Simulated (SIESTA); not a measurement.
## MoSi$_{2}$: 7 runs along one coordinate

System: MoSi$_{2}$ (3 atoms in the cell).
Method: Kohn-Sham DFT of a periodic cell, LDA, PseudoDojo 0.4 standard, converted to PSML, no spin polarisation (SIESTA 5.4.2).

The 7 runs differ only in the geometry, by an even scaling of the cell at fixed fractional positions. The structure derives from an entry of the Crystallography Open Database.

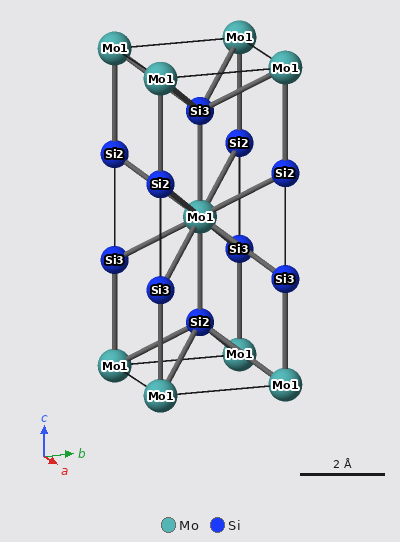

Figure 1. The structure of run 4 (ball-and-stick view of the cell 2 times as large as that of the calculation, set on its symmetry axes, seen slightly off an axis; atoms are numbered from 1 in the order of the input). An atom can appear more than once, as a periodic image.

### Input of run 4
```
SystemName                      Si2Mo
SystemLabel                     Si2Mo
NumberOfSpecies                 2
NumberOfAtoms                   3
%block ChemicalSpeciesLabel
  1  42 Mo
  2  14 Si
%endblock ChemicalSpeciesLabel

LatticeConstant                 1.0 Ang
%block LatticeVectors
    -1.6000000000     1.6000000000     3.9305000000
     1.6000000000    -1.6000000000     3.9305000000
     1.6000000000     1.6000000000    -3.9305000000
%endblock LatticeVectors
AtomicCoordinatesFormat         Fractional
%block AtomicCoordinatesAndAtomicSpecies
     0.0000000000     0.0000000000     0.0000000000  1  Mo
     0.6670000000     0.6670000000     0.0000000000  2  Si
     0.3330000000     0.3330000000     0.0000000000  2  Si
%endblock AtomicCoordinatesAndAtomicSpecies

%block kgrid.MonkhorstPack
   12   0   0  0.0
    0  12   0  0.0
    0   0  12  0.0
%endblock kgrid.MonkhorstPack
XC.Functional                   LDA
XC.Authors                      PW92
PAO.BasisSize                   DZP
PAO.EnergyShift                 0.003 Ry
Mesh.Cutoff                     800 Ry
OccupationFunction              FD
ElectronicTemperature           0.05 eV
MaxSCFIterations                120
SCF.MustConverge                false
SCF.Mixer.Method                Pulay
SCF.Mixer.Weight                0.25
SCF.Mixer.History               8
SCF.DM.Tolerance                5.0e-05
SCF.H.Tolerance                 1.0e-03 eV
WriteForces                     true
Charge.Mulliken                 end
BandLinesScale                  ReciprocalLatticeVectors
%block BandLines
    1    0.000000   0.000000   0.000000  \Gamma
   13    0.000000   0.000000   0.500000  X
    2   -0.082854   0.082854   0.500000  Y
    8   -0.291427   0.291427   0.291427  S
   11    0.000000   0.000000   0.000000  \Gamma
    8    0.500000   0.500000  -0.500000  Z
    8    0.291427   0.708573  -0.291427  S1
    4    0.000000   0.500000   0.000000  N
    9    0.250000   0.250000   0.250000  P
    4    0.500000   0.500000  -0.082854  Y1
   11    0.500000   0.500000  -0.500000  Z
    1    0.000000   0.000000   0.500000  X
    4    0.250000   0.250000   0.250000  P
%endblock BandLines
%block PAO.Basis
  Mo 5
  n=4 0 2
    3.234 0.000
  n=5 0 2
    8.826 0.000
  n=4 1 2
    3.729 0.000
  n=5 1 1
    8.826
  n=4 2 2
    6.749 0.000
%endblock PAO.Basis
```

Command:
```bash
siesta < Si2Mo.fdf > Si2Mo.out 2>&1
```

Run 2 has the same physical settings and fractional positions; its lattice vectors (Å) are:
```
  -1.578376    1.578376    3.877379
   1.578376   -1.578376    3.877379
   1.578376    1.578376   -3.877379
```

### Results, with one run withheld

| run | volume per atom (Å³) | free energy per atom, from the lowest run given (meV) | pressure (GPa) |
| --- | --- | --- | --- |
| 1 | 12.611 | 13.76 | 9.29 |
| 2 | 12.879 | ? | ? |
| 3 | 13.148 | 0.00 | −0.68 |
| 4 | 13.416 | 4.73 | −4.87 |
| 5 | 13.684 | 16.11 | −8.63 |
| 6 | 13.953 | 33.48 | −12.02 |
| 7 | 14.221 | 56.21 | −15.05 |

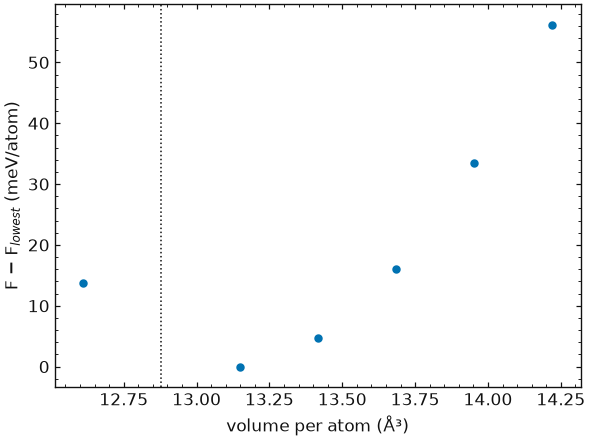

Figure 2. Free energy per atom of the runs given; the dotted line marks run 2.

Estimate the energy of run 2 from the others.

A cubic polynomial in V^(−2/3) (the Birch–Murnaghan form), fitted to the 6 runs given, misses them by at most 0.02 meV per atom. With x = V^(−2/3) − 0.17648 Å⁻², it reads F = 7.1661 − 4247.8 x + 6.205e+05 x² + 6.2662e+05 x³ (meV per atom). At run 2 it gives 2.74 meV per atom, and the run itself gives 2.71. The slope of the fit gives a pressure −dF/dV of 4.02 GPa there, and the run prints 4.02 GPa. The fit has its minimum at 13.107 Å³ per atom, where V d²F/dV² gives 220 GPa. Cell shape and fractional positions are held, so this is the stiffness under even scaling; the relaxed bulk modulus wasn't computed.

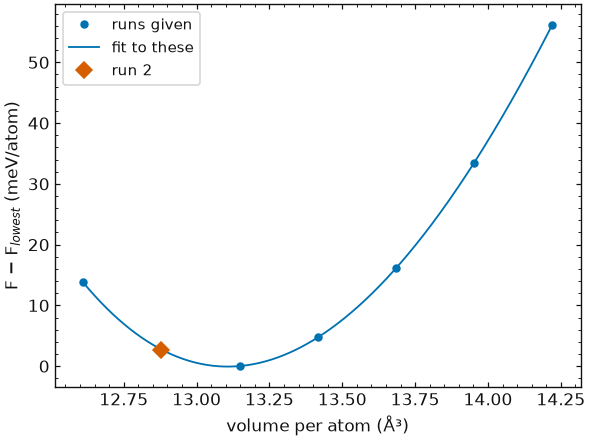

Figure 3. The fit and the withheld run.

### Some lines of the output (run 2)
```
[...]
outcell: Cell volume (Ang**3)        :     38.6384
stepf: Fermi-Dirac step function
siesta: Etot    =     -2144.318579
siesta: FreeEng =     -2144.322130
        iscf     Eharris(eV)        E_KS(eV)     FreeEng(eV)     dDmax    Ef(eV) dHmax(eV)
siesta: E_KS(eV) =            -2148.0238
siesta: E_KS - E_eggbox =     -2148.0238
siesta: Etot    =     -2148.023788
siesta: FreeEng =     -2148.026019
siesta:         Fermi =      -6.117934
siesta: Cell volume =         38.638387 Ang**3
    Orbital volume contribution        =           3.906968 eV
```

Notes: Points of doubt noted for this run: mulliken charges of long orbitals. With a small basis of atomic orbitals these values can differ much from converged plane-wave results.
